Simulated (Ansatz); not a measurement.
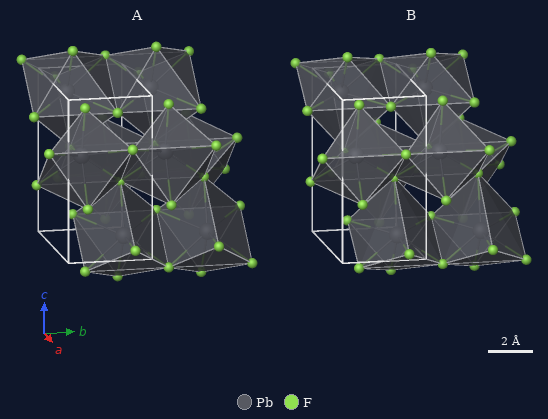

Two geometries of solid PbF2 (set up in Pnma), drawn at one scale. One is the start of a relaxation, the other its converged end. A polyhedral model of the cell of the calculation, repeated 1 × 2 × 1 with one cell outlined, seen slightly off an axis.

Level of theory: Ansatz 0.2.0, DFT, r2SCAN, plane-wave PAW, default files, scalar-relativistic. (plane-wave cutoff 500 eV; k-point mesh 4 × 7 × 4; occupations fermi dirac; smearing width 0.01 eV; no spin polarisation; atoms relaxed in a fixed cell; force threshold 0.02 eV/Å; at most 60 steps)

Which geometry has the lower energy?

Structure B is the relaxed one. The energy falls by 29.1 meV per atom in 4 accepted moves (5 points after the start). The largest force component goes from 0.46 to 0.018 eV/Å. 1 step only repeated the SCF at the same geometry. The largest moves, 0.30 Å, are those of F atoms. Largest moves by element: F 0.30 Å, Pb 0.07 Å. The cell stays as it was. Near-neighbour distances that change, for instance: F–Pb 2.842 → 2.643 Å, F–Pb 2.570 → 2.415 Å, F–Pb 2.492 → 2.619 Å, F–Pb 2.485 → 2.558 Å. Among the angles between lasting bonds that change: Pb–F–Pb 101.9° → 105.4°, F–Pb–F 101.9° → 105.4°. The space group stays Pnma (No. 62).
